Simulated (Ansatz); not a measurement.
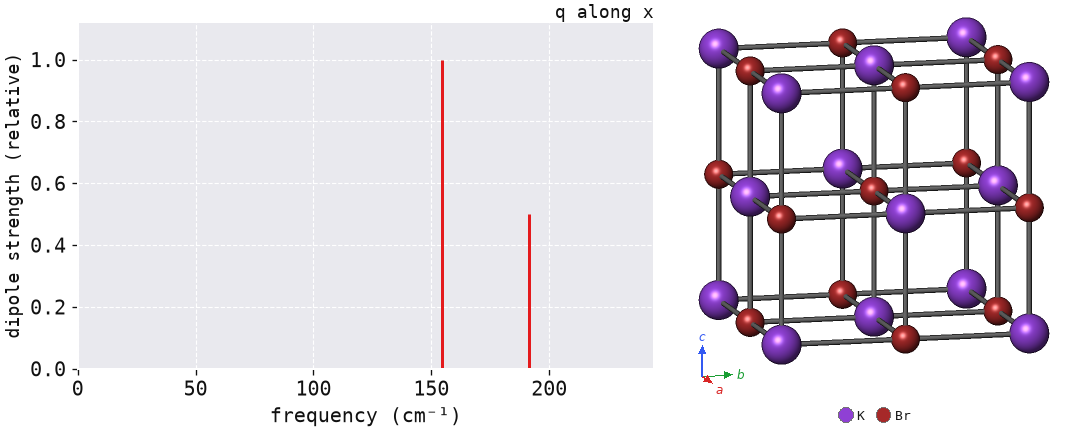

The figure shows the polar optical modes, transverse and longitudinal, approaching the zone centre along x for KBr, space group Fm-3m (No. 225). The spectrum is scaled to its strongest line. The conventional cell is drawn beside the plot.

Starting cell:
```xyz
2
Lattice="0.0000 3.1014 3.1014 3.1014 0.0000 3.1014 3.1014 3.1014 0.0000" Properties=species:S:1:pos:R:3 pbc="T T T"
K     0.0000    0.0000    0.0000
Br    3.1014    3.1014    3.1014
```

Method: optical phonons of an insulator on the approach to the zone centre along x, y and z with the field of polar modes, imaginary frequencies are negative, field response on a mesh refined by the program; plane waves with PAW datasets (Ansatz 0.2.0). Level: LDA, no spin polarisation.

- wave cutoff: 420 eV
- k mesh: 6×6×6
- occupations: fixed
- pressure: 2 GPa

Which of the stronger lines are transverse and which longitudinal?

The transverse (TO, twofold) lines lie at 154.4 and the longitudinal (LO) ones at 191.4 cm⁻¹, the same along x, y and z by the cubic symmetry.
